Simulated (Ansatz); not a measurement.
**Run report: SiO₂, field-gradient calculation (part 2 of 2)**

Continued. System: SiO₂ (18 atoms in the cell). Method: DFT, r2SCAN, plane-wave PAW, default files, scalar-relativistic, no spin polarisation (Ansatz 0.2.0); cutoff 500 eV, 4×4×4 k-mesh, Fermi–Dirac smearing of 0.02 eV. The structure derives from a Materials Project entry. It belongs to a series of runs on one base structure; here: functional r2SCAN.

Geometry of the input (Å; fractional positions):
```
-4.4696  4.4696  4.4696
4.4696  -4.4696  4.4696
4.4696  4.4696  -4.4696
Si 0.5000  0.2500  0.7500
Si 0.5000  0.7500  0.2500
Si 0.2500  0.7500  0.5000
Si 0.7500  0.2500  0.5000
Si 0.2500  0.5000  0.7500
Si 0.7500  0.5000  0.2500
O  0.3525  -0.0000  0.6475
O  0.6475  0.6475  0.2950
O  0.3525  0.6475  -0.0000
O  0.3525  0.7050  0.3525
O  0.6475  0.2950  0.6475
O  -0.0000  0.3525  0.6475
O  0.7050  0.3525  0.3525
O  0.6475  0.3525  0.0000
O  0.0000  0.6475  0.3525
O  0.2950  0.6475  0.6475
O  0.3525  0.3525  0.7050
O  0.6475  0.0000  0.3525
```

Output, continued
```
--- PAW observables at the nuclei: V_zz in 10²¹ V/m², potentials from the cell's mean, atoms counted from 1 ---
  atom   1  Si V_zz =    -0.734708   η = 0.0000   by run symmetry: allowed
            electrostatic potential = -1350.226486 V   contact ρ = 12779.092706 e/Å³
  atom   2  Si V_zz =    -0.734708   η = 0.0000   by run symmetry: allowed
            electrostatic potential = -1350.226486 V   contact ρ = 12779.092706 e/Å³
  atom   3  Si V_zz =    -0.734708   η = 0.0000   by run symmetry: allowed
            electrostatic potential = -1350.226486 V   contact ρ = 12779.092706 e/Å³
  atom   4  Si V_zz =    -0.734708   η = 0.0000   by run symmetry: allowed
            electrostatic potential = -1350.226486 V   contact ρ = 12779.092706 e/Å³
  atom   5  Si V_zz =    -0.734708   η = 0.0000   by run symmetry: allowed
            electrostatic potential = -1350.226486 V   contact ρ = 12779.092706 e/Å³
  atom   6  Si V_zz =    -0.734708   η = 0.0000   by run symmetry: allowed
            electrostatic potential = -1350.226486 V   contact ρ = 12779.092706 e/Å³
  atom   7  O  V_zz =    +9.785040   η = 0.0651   by run symmetry: allowed   C_q = -6.0523 MHz
            electrostatic potential = -615.449493 V   contact ρ = 2147.832045 e/Å³
  atom   8  O  V_zz =    +9.785040   η = 0.0651   by run symmetry: allowed   C_q = -6.0523 MHz
            electrostatic potential = -615.449493 V   contact ρ = 2147.832045 e/Å³
  atom   9  O  V_zz =    +9.785040   η = 0.0651   by run symmetry: allowed   C_q = -6.0523 MHz
            electrostatic potential = -615.449493 V   contact ρ = 2147.832045 e/Å³
  atom  10  O  V_zz =    +9.785040   η = 0.0651   by run symmetry: allowed   C_q = -6.0523 MHz
            electrostatic potential = -615.449493 V   contact ρ = 2147.832045 e/Å³
  atom  11  O  V_zz =    +9.785040   η = 0.0651   by run symmetry: allowed   C_q = -6.0523 MHz
            electrostatic potential = -615.449493 V   contact ρ = 2147.832045 e/Å³
  atom  12  O  V_zz =    +9.785040   η = 0.0651   by run symmetry: allowed   C_q = -6.0523 MHz
            electrostatic potential = -615.449493 V   contact ρ = 2147.832045 e/Å³
  atom  13  O  V_zz =    +9.785040   η = 0.0651   by run symmetry: allowed   C_q = -6.0523 MHz
            electrostatic potential = -615.449493 V   contact ρ = 2147.832045 e/Å³
  atom  14  O  V_zz =    +9.785040   η = 0.0651   by run symmetry: allowed   C_q = -6.0523 MHz
            electrostatic potential = -615.449493 V   contact ρ = 2147.832045 e/Å³
  atom  15  O  V_zz =    +9.785040   η = 0.0651   by run symmetry: allowed   C_q = -6.0523 MHz
            electrostatic potential = -615.449493 V   contact ρ = 2147.832045 e/Å³
  atom  16  O  V_zz =    +9.785040   η = 0.0651   by run symmetry: allowed   C_q = -6.0523 MHz
            electrostatic potential = -615.449493 V   contact ρ = 2147.832045 e/Å³
  atom  17  O  V_zz =    +9.785040   η = 0.0651   by run symmetry: allowed   C_q = -6.0523 MHz
            electrostatic potential = -615.449493 V   contact ρ = 2147.832045 e/Å³
  atom  18  O  V_zz =    +9.785040   η = 0.0651   by run symmetry: allowed   C_q = -6.0523 MHz
            electrostatic potential = -615.449493 V   contact ρ = 2147.832045 e/Å³
--- Band table (eV; the first three rows and the last of 8) ---
  k-point 0: bands = ["-21.8357", "-20.9353", "-20.9353", "-20.9353", "-20.4929", "-20.4929", "-19.8208", "-19.8208", "-19.8208", "-19.8158", "-19.8158", "-19.8158", "-10.1484", "-10.1484", "-9.2056", "-9.2056", "-9.2056", "-7.1577", "-7.1577", "-7.1577", "-7.0970", "-7.0970", "-7.0970", "-6.1330", "-4.8375", "-4.8375", "-4.3565", "-4.1775", "-4.1775", "-4.1775", "-3.4878", "-3.4878", "-3.4878", "-3.4174", "-3.4174", "-3.0139", "-3.0139", "-3.0139", "-3.0116", "-3.0116", "-3.0116", "-2.2594", "-2.2594", "-2.2594", "-1.8274", "-1.8274", "-1.8274", "-1.3639", "4.8812", "8.0786", "8.0786", "8.0786", "8.2066", "8.2671", "8.2671", "8.2671", "8.7153", "8.7153", "9.2879", "9.2879", "9.2879", "9.5643", "10.2975", "10.2975", "10.2975", "10.8161"]
  k-point 1: bands = ["-21.7581", "-21.1681", "-20.9534", "-20.9372", "-20.4597", "-20.3189", "-19.8356", "-19.8298", "-19.8209", "-19.8158", "-19.8146", "-19.8129", "-10.4828", "-10.2006", "-9.2416", "-9.1572", "-8.6847", "-7.2985", "-7.2290", "-7.1940", "-7.0480", "-7.0177", "-6.9274", "-6.2615", "-4.8539", "-4.7826", "-4.4145", "-4.2054", "-4.1544", "-4.0961", "-3.6412", "-3.4674", "-3.4492", "-3.4124", "-3.3952", "-3.0927", "-3.0634", "-3.0558", "-3.0314", "-2.9895", "-2.9324", "-2.3380", "-2.2980", "-2.1883", "-1.8527", "-1.8073", "-1.8025", "-1.4164", "5.2327", "7.2957", "7.9677", "7.9997", "8.0467", "8.3042", "8.3769", "8.7655", "8.8410", "9.0064", "9.4030", "9.4726", "9.5205", "9.8111", "9.9101", "9.9843", "10.1861", "10.6564"]
  k-point 2: bands = ["-21.6014", "-21.4225", "-20.9696", "-20.9391", "-20.4271", "-20.1988", "-19.8516", "-19.8414", "-19.8210", "-19.8157", "-19.8141", "-19.8099", "-10.6970", "-10.2476", "-9.2761", "-9.1149", "-8.1455", "-7.5758", "-7.2662", "-7.2033", "-7.0009", "-6.9724", "-6.6366", "-6.5375", "-4.8697", "-4.6994", "-4.4978", "-4.2328", "-4.1090", "-4.0020", "-3.8188", "-3.4422", "-3.4144", "-3.3868", "-3.3361", "-3.1932", "-3.1615", "-3.0916", "-3.0485", "-2.9668", "-2.8374", "-2.4255", "-2.3549", "-2.1329", "-1.8692", "-1.7803", "-1.7526", "-1.4946", "6.0959", "6.2046", "7.8150", "7.9145", "8.0182", "8.3133", "8.7491", "9.0109", "9.0303", "9.0919", "9.5208", "9.5443", "9.6925", "9.8506", "10.1333", "10.2034", "10.2093", "10.3518"]
  k-point 7: bands = ["-21.4400", "-21.4400", "-20.9429", "-20.9429", "-20.9429", "-19.8895", "-19.8149", "-19.8149", "-19.8149", "-19.8107", "-19.8107", "-19.8107", "-11.3920", "-9.3525", "-9.3525", "-9.3525", "-7.6140", "-7.6140", "-7.1542", "-7.1542", "-7.1542", "-6.8009", "-6.8009", "-6.8009", "-5.0648", "-4.4543", "-4.4543", "-4.0579", "-3.9988", "-3.9988", "-3.9988", "-3.4103", "-3.4103", "-3.4103", "-3.2968", "-3.2968", "-3.2968", "-3.1644", "-3.1644", "-3.1644", "-2.6249", "-2.6249", "-2.6249", "-2.1062", "-2.1062", "-1.4899", "-1.4899", "-1.4899", "6.8008", "6.9888", "6.9888", "7.4045", "7.4045", "7.4045", "9.1081", "9.1081", "9.1081", "9.8384", "9.8384", "9.8384", "10.2474", "10.2474", "10.3161", "10.3161", "10.3161", "10.6093"]
--- Löwdin populations: 18 sites ---
  site symbol       q [e]
     0     Si      2.1065
     1     Si      2.1065
     2     Si      2.1065
     3     Si      2.1065
     4     Si      2.1065
     5     Si      2.1065
     6      O      6.8382
     7      O      6.8382
     8      O      6.8382
     9      O      6.8382
    10      O      6.8382
    11      O      6.8382
    12      O      6.8382
    13      O      6.8382
    14      O      6.8382
    15      O      6.8382
    16      O      6.8382
    17      O      6.8382
  spilling = 0.013576 (of n_electrons = 96.000000)
```

File populations.tsv
```
# site	symbol	l	j	q
# orbitals = lowdin
# n_electrons = 96.000000
# spilling = 0.013576
0	Si	0_3S	-	0.649524
0	Si	1_3P	-	1.456928
1	Si	0_3S	-	0.649524
1	Si	1_3P	-	1.456928
2	Si	0_3S	-	0.649524
2	Si	1_3P	-	1.456928
3	Si	0_3S	-	0.649524
3	Si	1_3P	-	1.456928
4	Si	0_3S	-	0.649524
4	Si	1_3P	-	1.456928
5	Si	0_3S	-	0.649524
5	Si	1_3P	-	1.456928
6	O	0_2S	-	1.594269
6	O	1_2P	-	5.243894
7	O	0_2S	-	1.594269
7	O	1_2P	-	5.243894
8	O	0_2S	-	1.594269
8	O	1_2P	-	5.243894
9	O	0_2S	-	1.594269
9	O	1_2P	-	5.243894
10	O	0_2S	-	1.594269
10	O	1_2P	-	5.243894
11	O	0_2S	-	1.594269
11	O	1_2P	-	5.243894
12	O	0_2S	-	1.594269
12	O	1_2P	-	5.243894
13	O	0_2S	-	1.594269
13	O	1_2P	-	5.243894
14	O	0_2S	-	1.594269
14	O	1_2P	-	5.243894
15	O	0_2S	-	1.594269
15	O	1_2P	-	5.243894
16	O	0_2S	-	1.594269
16	O	1_2P	-	5.243894
17	O	0_2S	-	1.594269
17	O	1_2P	-	5.243894
```

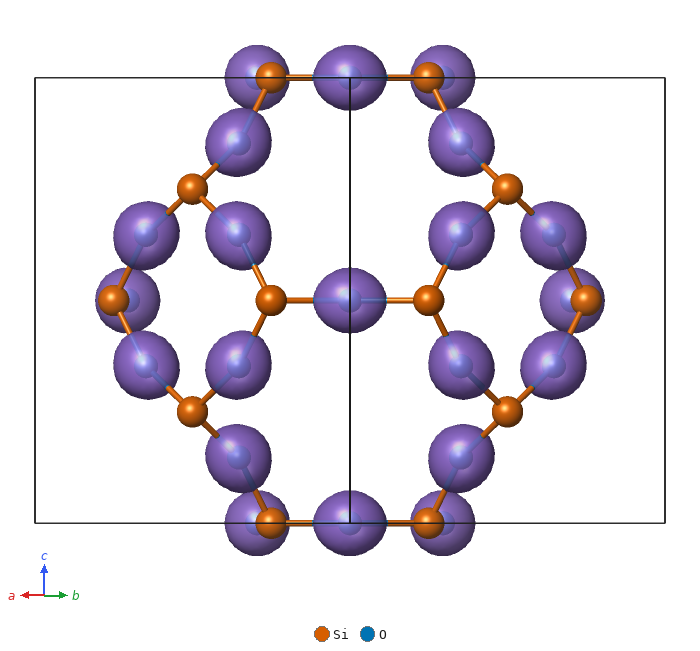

*Isosurface of the valence pseudo-density at 1.5 e/Å³ (purple), seen along [110]. Sticks mark near contacts. The outline is the cell set on symmetry axes.*

At this value the density breaks into separate islands; it holds about 55 % of the electrons treated as valence. It is pinched off along the Si–O (1.61 Å) contacts. On the grid the lowest density along these lines, outside the cores, is 1.1 e/Å³ (Si–O, 1.61 Å). The fields are those of the smooth PAW valence density.

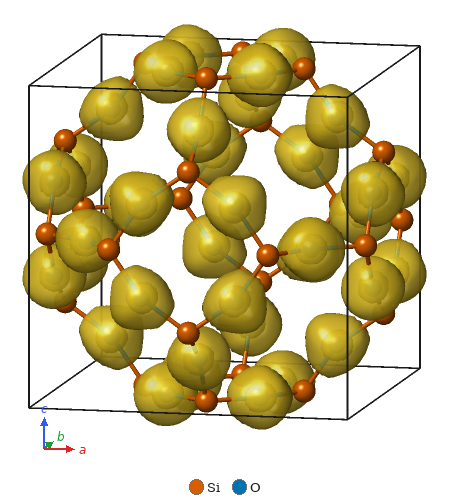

*Isosurface of the electron localisation function at 0.75 (yellow), seen slightly off an axis. Core shells and regions of very low density are left out. Sticks mark near contacts. The outline is the cell set on symmetry axes.*

Results in brief

- outcome: converged
- space group (tolerance 0.01 Å): Im-3m (229)
- electrons treated: 96
- free energy: −10680.2222 eV
- Fermi energy: 1.766 eV
- gap on the k-point mesh: 6.25 eV
- pressure: 0.05 GPa
- field gradient V_zz (10²¹ V/m²): Si −0.73, Si −0.73, Si −0.73, Si −0.73, Si −0.73, Si −0.73, O 9.79, O 9.79 (the first 8 of 18 sites)
- largest force (length of the vector): 0.025 eV/Å
- hardware: 1 thread of an Arm (aarch64) CPU, shared host
- wall time: 49 s
- peak memory: 1.5 GiB

Remarks

Warnings of the run: the exchange-correlation potential is rough where the density is thin.
